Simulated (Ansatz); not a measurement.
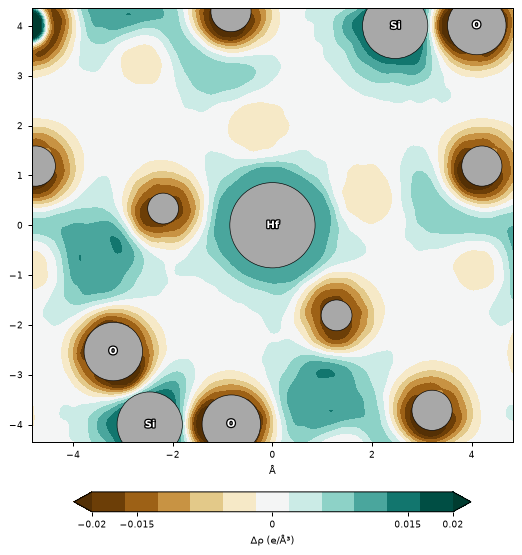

HfSiO₄. Difference of the valence pseudo-densities of two functionals at the same geometry, on the (111) plane of the calculation cell: PBE less r2SCAN.

Both computed with Ansatz (plane waves, PAW), on the same k-point mesh. Grey discs cover the atomic cores.

```
Hf Si O
1.0
    -3.32275    3.32275    3.00722
     3.32275   -3.32275    3.00722
     3.32275    3.32275   -3.00722
Hf Si O
2 2 8
Direct
  0.75000 0.25000 0.50000
  0.00000 0.00000 0.00000
  0.25000 0.75000 0.50000
  0.50000 0.50000 0.00000
  0.13474 0.31893 0.81581
  0.06893 0.75313 0.68419
  0.50313 0.31893 0.18419
  0.06893 0.38474 0.31581
  0.61526 0.93107 0.68419
  0.68107 0.86526 0.18419
  0.24687 0.93107 0.31581
  0.68107 0.49687 0.81581
```

**Where does the change of functional move the electrons?**

Against r2SCAN, PBE gives more density around Hf (+0.008 e/Å³ on average at 1.2 Å from the nucleus), less density around O (−0.013 e/Å³ on average at 0.7 Å from the nucleus) and a change of −0.012 e/Å³ at the midpoint of Si–O.
